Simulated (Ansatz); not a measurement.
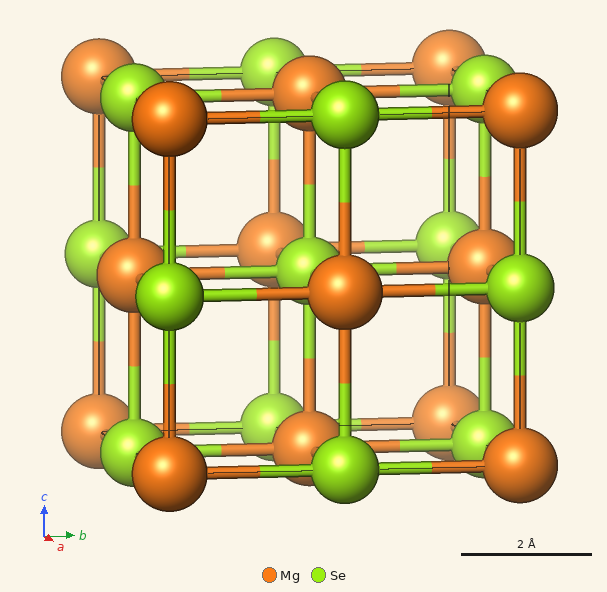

This ball-and-stick model is shown slightly off an axis. Thin lines show the conventional unit cell, with boundary atoms drawn in all their periodic places. Cell: a = 5.51 Å, b = 5.51 Å, c = 5.51 Å, α = 90.00°, β = 90.00°, γ = 90.00°.

It goes back to a structure type filled with these elements by a generator (whether the compound takes this form wasn't checked). Earlier steps of the study may have refined or changed the cell and positions. It was run through Ansatz as a DFT input.

Characterise what is shown.

Answer. Chemical formula MgSe. The lattice is face-centred cubic and the space group Fm-3m (No. 225). Type of structure: rock salt (NaCl type). The cell holds 8 atoms (4 Mg, 4 Se), Z = 4. Each Mg has six Se in an octahedral arrangement at about 2.8 Å. The Se atoms are each bonded to six Mg in an octahedral arrangement at about 2.8 Å. The bonds build a three-dimensional framework.

Computational set-up: DFT PBE, scalar-relativistic, plane waves, PAW in Ansatz 0.2.0, a 420 eV plane-wave basis, k-points about 0.25 Å⁻¹ apart, Gaussian smearing of 0.02 eV, no spin polarisation.

How large a gap does the method give, if there is one?

Answer. A semiconductor at this level, with a gap of 1.77 eV, indirect.

Predict the Bader charges.

Answer. Mg +1.64 e; Se -1.64 e.

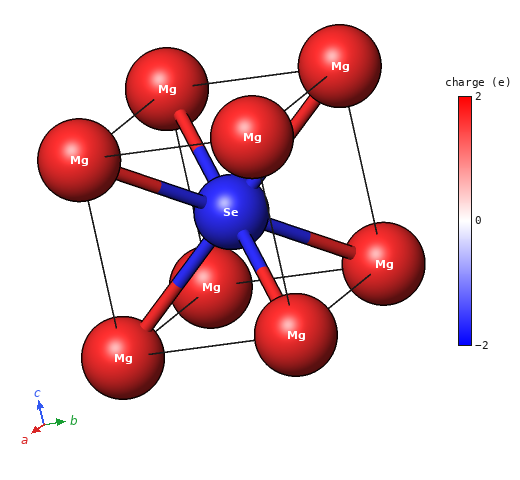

The atoms coloured by those charges. The run's cell of 2 atoms is drawn, so axes and origin can differ from the first picture.

Can this geometry be taken as optimised?

Answer. Yes. All forces vanish to within 0.01 eV/Å. The pressure is 0.0 GPa, close to zero.
